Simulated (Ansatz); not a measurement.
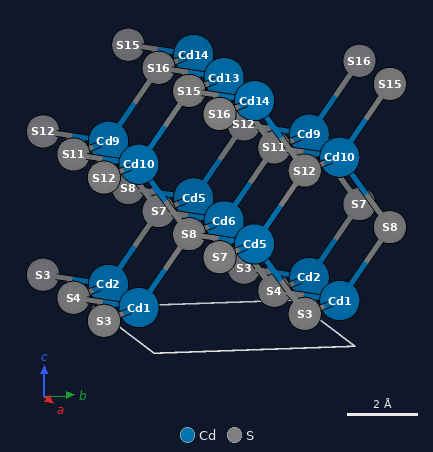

A slab of composition CdS (cut from the F-43m phase), before the constrained relaxation. A ball-and-stick model of the cell of the calculation, outlined in the plane, without the vacuum (origin shifted), seen slightly off an axis.

Case: clean slab, lower planes held. The slab is the (1 1 0) face of CdS. 8 atoms are held fixed.

Method: DFT PBE, scalar-relativistic, plane waves, PAW in Ansatz.

Input file:
```yaml
crystal:
  lattice:
    - [8.3809955924, 0.0, 0.0]
    - [0.0, 5.9262588165, 0.0]
    - [0.0, 0.0, 22.2857466943]
  atoms:
    - { symbol: Cd, position: [0.25, 0.5, 0.3589738369] }
    - { symbol: Cd, position: [0.75, 0.5, 0.3589738369] }
    - { symbol: S, position: [0.5, 0.25, 0.3589738369] }
    - { symbol: S, position: [0.0, 0.25, 0.3589738369] }
    - { symbol: Cd, position: [0.5, 0.0, 0.452991279] }
    - { symbol: Cd, position: [0.0, 0.0, 0.452991279] }
    - { symbol: S, position: [0.75, 0.75, 0.452991279] }
    - { symbol: S, position: [0.25, 0.75, 0.452991279] }
    - { symbol: Cd, position: [0.75, 0.5, 0.547008721] }
    - { symbol: Cd, position: [0.25, 0.5, 0.547008721] }
    - { symbol: S, position: [0.0, 0.25, 0.547008721] }
    - { symbol: S, position: [0.5, 0.25, 0.547008721] }
    - { symbol: Cd, position: [0.0, 0.0, 0.6410261631] }
    - { symbol: Cd, position: [0.5, 0.0, 0.6410261631] }
    - { symbol: S, position: [0.25, 0.75, 0.6410261631] }
    - { symbol: S, position: [0.75, 0.75, 0.6410261631] }
basis:
  ecutwfc: 420
kpoints:
  mp_grid: { grid: [2, 3, 1] }
hamiltonian:
  xc: pbe
scf:
  occupations: { method: gaussian, width: 0.05 }
output:
  forces: true
  eigenvalues: true
  write_density: true
  write_potential: true
  elf: true
  volumetric_format: npy
relax:
  adjacent_minimum: "off"
  f_tol: 0.03
  max_steps: 70
  constraints: [{ sites: [0, 1, 2, 3, 4, 5, 6, 7] }]
efield:
  axis: 3
  dipole_correction: true
  ramp_width: 0.04
```

Command:
```bash
ansatz run input.yaml --threads 4 --pin off --max-ram 12288MiB --backend cpu --events-out ev --progress --plain --runs-dir out
```

**What does the optimiser find from here?**

After 3 accepted moves (4 points after the start) the energy has fallen by 0.715 eV per cell of the calculation. Largest force component: 0.91 eV/Å at the start, 0.03 eV/Å at the end. 1 step only repeated the SCF at the same geometry. The largest moves, 0.57 Å, are those of Cd13 and Cd14. Cd13 goes at 41° to the normal (−c side). Largest moves by element: Cd 0.57 Å, S 0.16 Å. The lattice vectors keep their values. Some distances before and after: Cd13–S15 2.566 → 2.482 Å, S7–Cd9 2.566 → 2.630 Å, S11–Cd13 2.566 → 2.505 Å, Cd10–S15 2.566 → 2.540 Å. Bond angles that change, for instance: Cd10–S15–Cd13 109.5° → 94.1°, Cd5–S12–Cd14 109.5° → 96.0°, S11–Cd13–S15 109.5° → 120.9°. Cost: 76 s on 4 threads of AMD EPYC 7R13 Processor (Zen 3) (shared host), peak memory 2.2 GiB.

After the run, drawn alike:

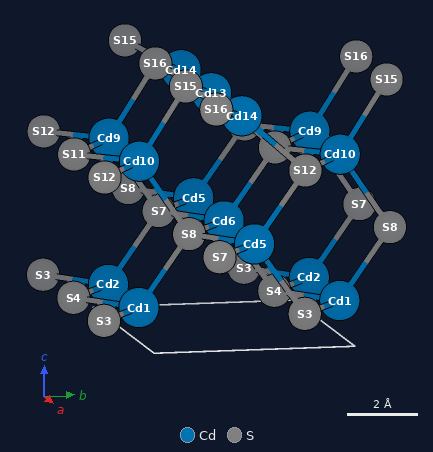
